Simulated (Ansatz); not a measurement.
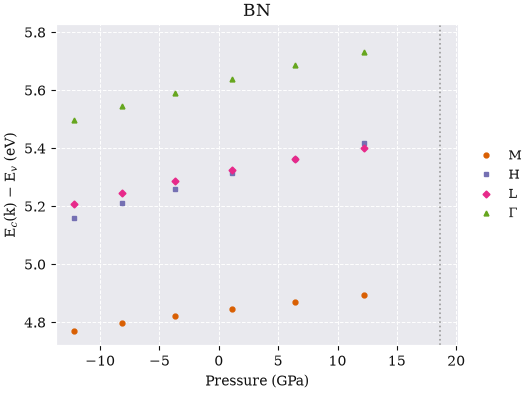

Lowest conduction level at each named k point, counted from the valence-band top at H. One run is left out (dotted line).

System: layered hexagonal BN, space group P6_3/mmc, 4 atoms in the cell. The cell is scaled at fixed shape and fractional positions. At 8.97 Å³/atom, a = 2.498 Å, c = 6.636 Å (hexagonal axes). Ansatz; r2SCAN, Ansatz PAW, no spin polarisation, no spin-orbit coupling, 12×12×4 k mesh, 500 eV cutoff, Fermi-Dirac smearing of 0.05 eV.

```
 pressure  M (eV)  H (eV)  L (eV)  Γ (eV)  volume (Å³/atom)
−12.2 GPa    4.77    5.16    5.21    5.50              9.50
 −8.1 GPa    4.80    5.21    5.25    5.54              9.33
 −3.7 GPa    4.82    5.26    5.29    5.59              9.15
  1.1 GPa    4.85    5.31    5.32    5.64              8.97
  6.4 GPa    4.87    5.36    5.36    5.69              8.79
 12.3 GPa    4.89    5.42    5.40    5.73              8.61
```

> Fill in the row for 18.6 GPa.

Fits through the other points give 4.93 eV at M, 5.49 eV at H, 5.46 eV at L and 5.80 eV at Γ (straight lines). The run itself gives 4.92, 5.47, 5.44 and 5.78 eV, within 0.02 eV of the estimates.

> Which of these conduction levels is lowest, and does that change?

The lowest is the one at M, over the whole range, so among these points the gap stays indirect.

> What are the pressure coefficients?

Straight lines through the points have slopes of +5 at M, +10 at H, +8 at L and +9 at Γ (meV per GPa).

The PAW data sets were made with another functional. LDA, GGA and most meta-GGA functionals understate gaps.
